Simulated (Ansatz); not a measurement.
# Band-structure calculation of Al3GaN4 (part 2 of 2)

The same run, continued: Al3GaN4 (Pm, 8 atoms in the cell); DFT, r2SCAN, plane waves, PAW, no spin polarisation (Ansatz 0.2.0); cutoff 500 eV, 6×8×6 k-mesh, fixed occupations. The structure derives from a Materials Project entry. The geometry comes from this level: r2SCAN.

Geometry of the input (Å; fractional positions):
```
5.0382  0.0000  0.0000
0.0000  3.1250  0.0000
-0.0034  0.0000  5.4104
Al 0.5002  0.5000  0.1673
Al 0.0007  0.5000  0.8349
Al 0.0010  0.0000  0.3316
Ga 0.4995  0.0000  0.6662
N  0.1107  0.0000  0.6663
N  0.1227  0.5000  0.1671
N  0.6254  0.5000  0.8407
N  0.6234  0.0000  0.3259
```

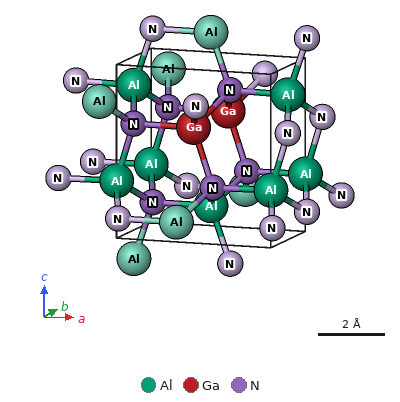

*The input geometry (ball-and-stick view of the cell of the calculation, seen slightly off an axis; neighbours outside the cell are drawn fainter). An atom can appear more than once, as a periodic image.*

## File bands.tsv, continued
```
3.214852	-15.181888	-14.922275	-14.695523	-14.540189	-13.252232	-13.152361	-13.064478	-12.911910	-12.809682	-4.782650	-4.144709	-3.944711	-3.864903	-1.870848	-1.773093	-1.697610	-1.451717	-1.241852	-1.188663	-1.167191	-0.724548	6.594263	6.873172	7.095797	7.225423	8.969556	10.021102
4.220172	-14.849522	-14.390903	-14.215221	-13.764711	-13.179210	-13.101240	-12.749637	-12.606478	-12.065665	-6.468143	-5.757777	-5.701863	-5.551851	-1.669318	-1.661953	-1.648724	-1.612755	-1.561937	-1.469721	-1.425442	-1.188287	5.409346	5.831552	5.876333	5.915514	8.600511	9.848702
4.800826	-14.847563	-14.427015	-14.227482	-13.789840	-13.171049	-13.110602	-12.758606	-12.587522	-12.113907	-5.808995	-5.049993	-5.002244	-4.947223	-3.190471	-3.099637	-3.040061	-2.987109	-1.221964	-1.203365	-1.181906	-0.882099	6.861925	7.235571	7.261618	7.289525	9.095828	9.580176
5.806146	-15.504864	-15.233198	-14.614996	-14.014085	-13.251648	-13.158888	-13.064330	-12.840567	-12.411421	-6.137729	-5.650295	-3.721822	-3.221593	-1.642155	-1.637854	-1.563639	-1.323956	-0.690157	-0.689347	-0.319549	-0.258942	5.548053	5.930500	6.395998	6.853329	9.415940	9.998546
6.430496	-16.154194	-14.708601	-14.668847	-13.839501	-13.250504	-13.147044	-13.063223	-12.561430	-12.288242	-6.369035	-5.707179	-4.425301	-3.577987	-2.285086	-1.883512	-0.968312	-0.915652	-0.771035	-0.092979	-0.019090	-0.001551	4.159634	6.249985	6.613659	6.846027	8.474757	10.870240
```

## File rho_z.tsv
```
# z_ang	rho[e/angstrom^3]
# format = ansatz-planar-average/11
# lattice	5.038168499	0.000000000	0.000003434
# lattice	0.000000000	3.124968478	0.000000000
# lattice	-0.003352640	0.000000000	5.410436630
# sites	8
# site	13	2.519780052	1.562484239	0.904985658
# site	13	0.000578088	1.562484239	4.517244438
# site	13	0.003950422	0.000000000	1.794275490
# site	31	2.514267676	0.000000000	3.604458819
# site	7	0.555477359	0.000000000	3.605061266
# site	7	0.617457011	1.562484239	0.904231413
# site	7	3.148072313	1.562484239	4.548440917
# site	7	3.139796761	0.000000000	1.763062459
0.000000	2.006004e-1
0.135261	2.066755e-1
0.270522	2.311110e-1
0.405783	2.759386e-1
0.541044	3.374653e-1
0.676305	4.014451e-1
0.811566	4.551723e-1
0.946827	4.959314e-1
1.082088	5.224663e-1
1.217348	5.340996e-1
1.352609	5.370602e-1
1.487870	5.351942e-1
1.623131	5.220627e-1
1.758392	4.908989e-1
1.893653	4.426124e-1
2.028914	3.807859e-1
2.164175	3.127453e-1
2.299436	2.531932e-1
2.434697	2.140097e-1
2.569958	1.967820e-1
2.705219	2.008811e-1
2.840480	2.294470e-1
2.975741	2.926295e-1
3.111002	4.191612e-1
3.246263	6.629013e-1
3.381524	1.044252e0
3.516784	1.415310e0
3.652045	1.501383e0
3.787306	1.247815e0
3.922567	9.033885e-1
4.057828	6.764653e-1
4.193089	5.765731e-1
4.328350	5.334884e-1
4.463611	4.992685e-1
4.598872	4.602797e-1
4.734133	4.127700e-1
4.869394	3.539209e-1
5.004655	2.918871e-1
5.139916	2.421776e-1
5.275177	2.121004e-1
```

## File v_z.tsv
```
# z_ang	v_es[eV]	v_tot[eV]
# format = ansatz-planar-average/11
# xc	r2scan
# density_cutoff_ev	2000
# datasets	Al=:simpson_from_first_knot:soft:shift=0	Ga=:simpson_from_first_knot:soft:shift=0	N=:simpson_from_first_knot:soft:shift=0
# lattice	5.038168499	0.000000000	0.000003434
# lattice	0.000000000	3.124968478	0.000000000
# lattice	-0.003352640	0.000000000	5.410436630
# sites	8
# site	13	2.519780052	1.562484239	0.904985658
# site	13	0.000578088	1.562484239	4.517244438
# site	13	0.003950422	0.000000000	1.794275490
# site	31	2.514267676	0.000000000	3.604458819
# site	7	0.555477359	0.000000000	3.605061266
# site	7	0.617457011	1.562484239	0.904231413
# site	7	3.148072313	1.562484239	4.548440917
# site	7	3.139796761	0.000000000	1.763062459
0.000000	8.637393e0	-3.545337e-1
0.135261	8.376005e0	-7.060926e-1
0.270522	7.482486e0	-1.868742e0
0.405783	6.153614e0	-3.616932e0
0.541044	4.714232e0	-5.728069e0
0.676305	3.389828e0	-7.788679e0
0.811566	2.313328e0	-9.484634e0
0.946827	1.540651e0	-1.081154e1
1.082088	9.990665e-1	-1.178756e1
1.217348	5.975324e-1	-1.250383e1
1.352609	4.367728e-1	-1.274400e1
1.487870	5.753786e-1	-1.247558e1
1.623131	9.586592e-1	-1.175571e1
1.758392	1.535704e0	-1.072951e1
1.893653	2.408826e0	-9.283483e0
2.028914	3.570653e0	-7.467431e0
2.164175	4.938692e0	-5.309900e0
2.299436	6.366710e0	-3.189743e0
2.434697	7.629719e0	-1.512251e0
2.569958	8.458543e0	-4.310466e-1
2.705219	8.696735e0	-2.573649e-1
2.840480	8.298085e0	-9.834719e-1
2.975741	7.241736e0	-2.564714e0
3.111002	5.714731e0	-4.724061e0
3.246263	4.031846e0	-7.127368e0
3.381524	2.492418e0	-9.313223e0
3.516784	1.319606e0	-1.102344e1
3.652045	5.888319e-1	-1.222302e1
3.787306	3.218480e-1	-1.283436e1
3.922567	3.710509e-1	-1.304549e1
4.057828	5.873309e-1	-1.284638e1
4.193089	9.099474e-1	-1.239662e1
4.328350	1.248233e0	-1.171777e1
4.463611	1.641119e0	-1.077021e1
4.598872	2.253135e0	-9.566499e0
4.734133	3.154299e0	-8.040415e0
4.869394	4.370306e0	-6.135668e0
5.004655	5.794863e0	-4.056858e0
5.139916	7.203082e0	-2.217928e0
5.275177	8.254243e0	-8.554431e-1
```

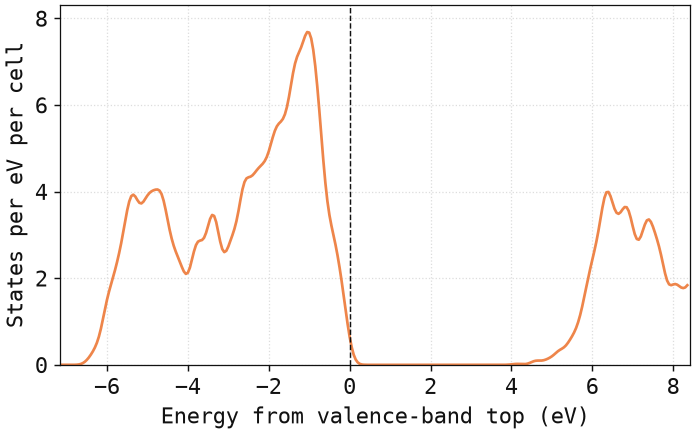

*Density of states (the curve is built from the levels of the k mesh with Gaussians 0.3 eV wide, which also blur the band edges), with energies from the valence-band top.*

There is a gap of 4.15 eV on the k-point mesh. Small ripples come from the finite k-point mesh.

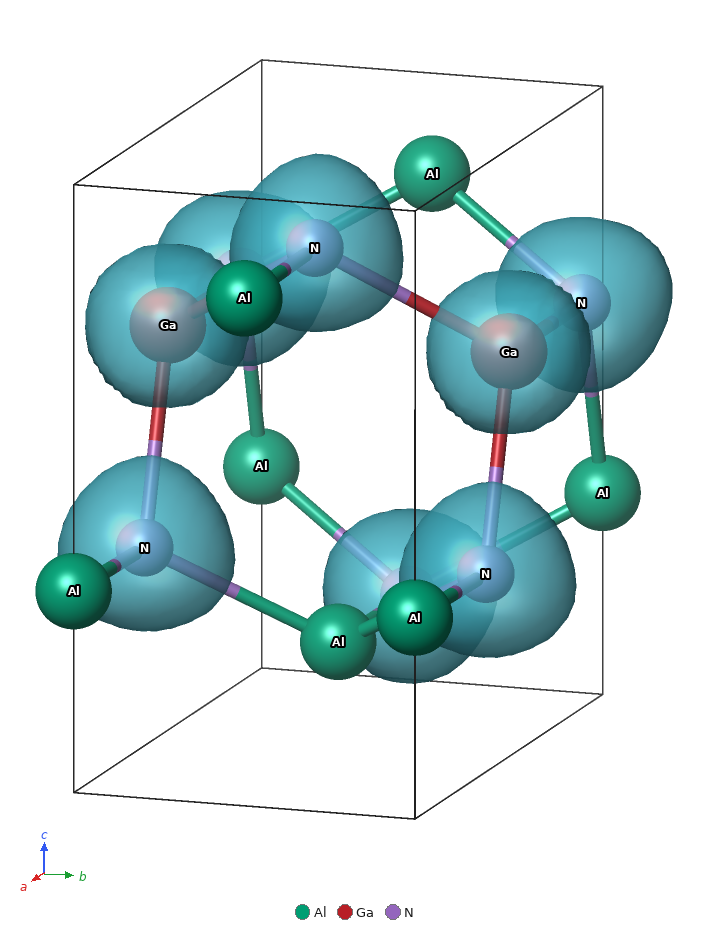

*Isosurface of the valence charge density (pseudo) at 1 e/Å³ (cyan), seen slightly off an axis. Sticks mark near contacts. The outline is the cell set on symmetry axes.*

At this value the density breaks into separate islands; it holds about 55 % of the electrons treated as valence (semicore included). It is pinched off along the Al–N (1.88 Å) and Ga–N (1.93 Å) contacts. On the grid the lowest density along these lines, outside the cores, is 0.59 e/Å³ (Al–N, 1.88 Å) and 0.74 e/Å³ (Ga–N, 1.93 Å). Core electrons are frozen (PAW), so the fields are smoothed inside the atomic spheres.

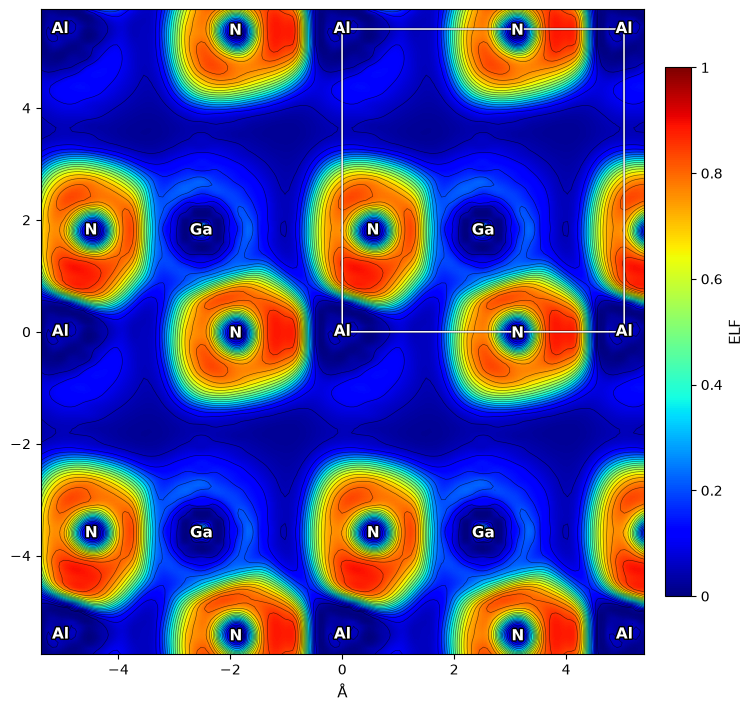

*Electron localisation function on the (010) plane of the conventional cell.*

Al–N (1.89 Å): the ELF is about 0.90 at the midpoint. Ga–N (1.96 Å): the ELF is about 0.45 at the midpoint.

## Key numbers

| quantity | value |
| --- | --- |
| outcome | converged |
| space group (tolerance 0.01 Å) | Pm (6) |
| electrons treated | 42 |
| free energy | −6961.8104 eV |
| Fermi energy | 7.564 eV |
| gap on the k-point mesh | 4.15 eV |
| pressure | 0.00 GPa |
| largest force (length of the vector) | 0.001 eV/Å |
| wall time | 20 s (CPU time 78 s) |
| peak memory | 0.71 GiB |
